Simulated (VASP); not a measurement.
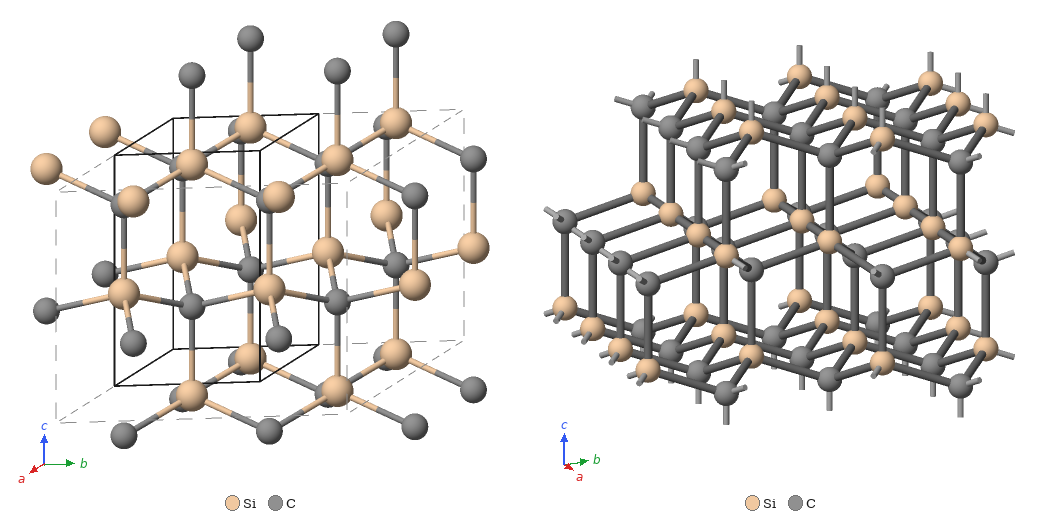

Left: the structure. Right: its underlying net. Nodes are coloured by element. Short stubs are edges that leave the cut-out.

The compound is SiC (space group P6_3mc, No. 186), taken as an entry of the Crystallography Open Database, as set up for an electronic-structure calculation.

Bonds are taken as C–Si below 2.2 Å. Simplification: prune 0- and 1-connected atoms, fold 2-connected ones into links.

The result is a uninodal 4-connected, three-periodic net: Si and C are 4-connected nodes. It is the lon net, known from lonsdaleite, wurtzite and tridymite. It is a single net, without interpenetration.

| node | links | point symbol | coordination sequence |
| --- | --- | --- | --- |
| Si and C | 4 | 6^6 | 4 12 25 44 67 96 |
